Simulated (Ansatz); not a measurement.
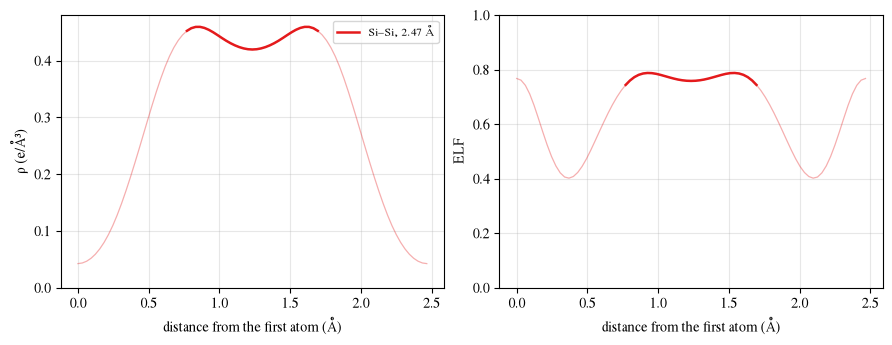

Si. Valence charge density (pseudo) and ELF along straight lines between neighbouring atoms. Thin, pale parts lie inside the atomic spheres.

Space group Pm-3n; set up as Si, A15; a generated structure, not necessarily the stable one.

The calculation used DFT, revPBE, plane waves (420 eV) with PAW, scalar-relativistic in Ansatz.

The density is the valence pseudo-density of a PAW calculation; it isn't the true density close to the nuclei.

### What can be read from the curves?

Si–Si (2.47 Å): ρ at the midpoint is about 0.42 e/Å³; the ELF peaks at about 0.80 between the atoms.
